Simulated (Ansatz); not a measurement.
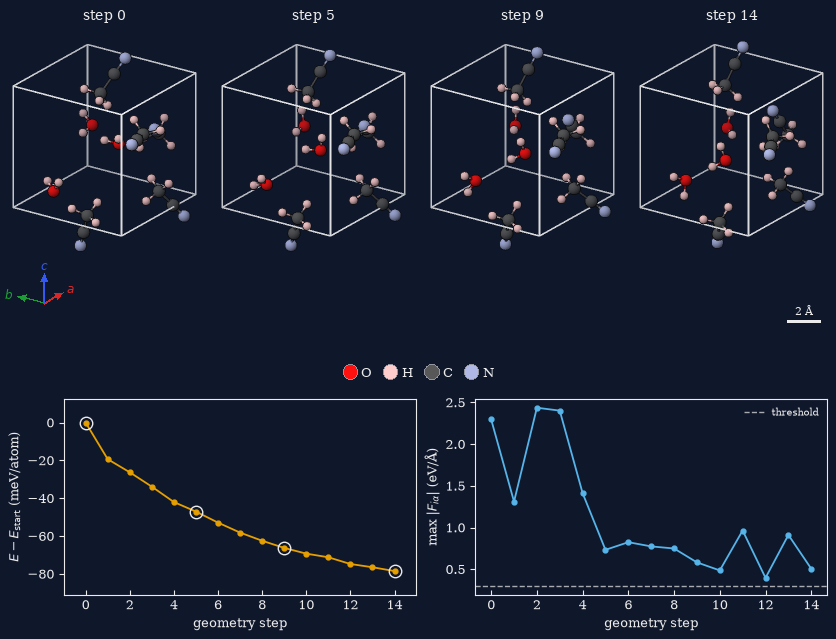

Frames of a relaxation of an amorphous cell of composition H₂₁C₁₀N₅O₃, marked on the history of the run. A ball-and-stick model of the cell of the calculation (origin shifted), seen from a free direction.

The cell holds 3 H2O + 5 CH3CN. The run prepares the start of a later molecular dynamics calculation, from a guessed geometry.

Method: DFT PBE, scalar-relativistic, plane waves, PAW in Ansatz.

Input file:
```yaml
accuracy: low
crystal:
  lattice:
    - [8.067143, 0.0, 0.0]
    - [0.0, 8.067143, 0.0]
    - [0.0, 0.0, 8.067143]
  atoms:
    - { symbol: O, position: [0.7182954, 0.450236, 0.5838765] }
    - { symbol: H, position: [0.6916292, 0.3854958, 0.6814097] }
    - { symbol: H, position: [0.7767455, 0.5456398, 0.6274288] }
    - { symbol: O, position: [0.4524213, 0.5973664, 0.8453813] }
    - { symbol: H, position: [0.4721679, 0.6950141, 0.9123894] }
    - { symbol: H, position: [0.3353729, 0.6032242, 0.8192951] }
    - { symbol: O, position: [0.0954284, 0.1062365, 0.9290074] }
    - { symbol: H, position: [0.018348, 0.0567984, 1.0066579] }
    - { symbol: H, position: [0.0733748, 0.2239743, 0.9371662] }
    - { symbol: C, position: [0.6306026, 0.0784788, 0.502464] }
    - { symbol: C, position: [0.6698546, 0.1407849, 0.3370329] }
    - { symbol: "N", position: [0.7015166, 0.191043, 0.2035908] }
    - { symbol: H, position: [0.7440076, 0.0639124, 0.5748276] }
    - { symbol: H, position: [0.5487296, 0.1650505, 0.5665852] }
    - { symbol: H, position: [0.5688061, -0.0415661, 0.4935312] }
    - { symbol: C, position: [0.2056222, 0.811614, 0.5681831] }
    - { symbol: C, position: [0.3111909, 0.7558461, 0.4320383] }
    - { symbol: "N", position: [0.3963461, 0.7108618, 0.3222195] }
    - { symbol: H, position: [0.2609037, 0.9191667, 0.6288934] }
    - { symbol: H, position: [0.083446, 0.8459836, 0.5212674] }
    - { symbol: H, position: [0.1911205, 0.7126904, 0.6593598] }
    - { symbol: C, position: [0.0944454, 0.2752568, 0.3048703] }
    - { symbol: C, position: [0.1946078, 0.2177084, 0.4443189] }
    - { symbol: "N", position: [0.2754021, 0.171288, 0.5568026] }
    - { symbol: H, position: [0.0666519, 0.4069544, 0.3187497] }
    - { symbol: H, position: [0.1613795, 0.2567783, 0.1887337] }
    - { symbol: H, position: [-0.0219234, 0.2064092, 0.299609] }
    - { symbol: C, position: [0.986915, 0.8083316, 0.1150573] }
    - { symbol: C, position: [0.8172645, 0.7496615, 0.1388636] }
    - { symbol: "N", position: [0.6804189, 0.7023363, 0.1580666] }
    - { symbol: H, position: [1.0036965, 0.8519156, -0.0119394] }
    - { symbol: H, position: [1.0132549, 0.9102871, 0.2000317] }
    - { symbol: H, position: [1.0745989, 0.7080282, 0.1387244] }
    - { symbol: C, position: [0.5637172, 0.0571421, 0.8667383] }
    - { symbol: C, position: [0.4220062, -0.0174406, 0.9512703] }
    - { symbol: "N", position: [0.3076976, -0.0776015, 1.0194565] }
    - { symbol: H, position: [0.6072458, -0.0244897, 0.7679919] }
    - { symbol: H, position: [0.5283601, 0.1760373, 0.8126719] }
    - { symbol: H, position: [0.6648086, 0.0773841, 0.9543748] }
basis:
  ecutwfc: 420.0
kpoints:
  mp_grid: { grid: [1, 1, 1] }
hamiltonian:
  xc: pbe
scf:
  occupations: { method: fermi_dirac, width: 0.05 }
  lower_state_search: "off"
relax:
  f_tol: 0.3
  max_steps: 15
  adjacent_minimum: "off"
```

Run as
```bash
ansatz run input.yaml --threads 1 --pin off --max-ram 3072MiB --backend cpu --events-out ev --progress --plain --runs-dir out
```

Question: What happens along the run?

Answer: The relaxation stopped without meeting its thresholds, so the last structure isn't shown to be converged. It used up its limit of 15 steps. Over 14 geometry steps the energy falls by 78.5 meV per atom. Largest force component: 2.3 eV/Å at the start, 0.51 eV/Å at the end. H9 moves most: 2.06 Å roughly along [−3 1 −3]. By element the largest moves are H 2.06 Å, O 1.71 Å, N 1.26 Å, C 0.94 Å. The cell stays as it was. Among the contacts that change: O1–H2 0.969 → 0.994 Å, C16–H19 1.092 → 1.110 Å, C11–N12 1.178 → 1.162 Å, C10–C11 1.461 → 1.447 Å. Among the angles between lasting bonds that change: H5–O4–H6 104.0° → 106.8°. Cost: 39 s on 1 thread of Intel(R) Xeon(R) Platinum 8488C (Sapphire Rapids) (shared host), peak memory 0.55 GiB. From step 0 to 5: H9 moves most (0.74 Å), energy −47.0 meV per atom. From step 5 to 9: H8 moves most (0.69 Å), energy −19.2 meV per atom. From step 9 to 14: O7 moves most (0.75 Å), energy −12.2 meV per atom.

| step | E − E(0), meV/atom | largest force component, eV/Å |
| --- | --- | --- |
| 0 | 0.00 | 2.2958 |
| 1 | -19.35 | 1.3109 |
| 2 | -26.27 | 2.4367 |
| 3 | -33.87 | 2.4020 |
| 4 | -42.00 | 1.4125 |
| 5 | -47.04 | 0.7327 |
| 6 | -52.87 | 0.8243 |
| 7 | -58.14 | 0.7739 |
| 8 | -62.45 | 0.7488 |
| 9 | -66.24 | 0.5822 |
| 10 | -69.26 | 0.4861 |
| 11 | -71.18 | 0.9644 |
| 12 | -74.74 | 0.3968 |
| 13 | -76.46 | 0.9116 |
| 14 | -78.48 | 0.5063 |

Limits of the set-up: the program's low-accuracy preset was used; the periodic images lie only 8.1 Å apart, so the values are limited by the cell's size.
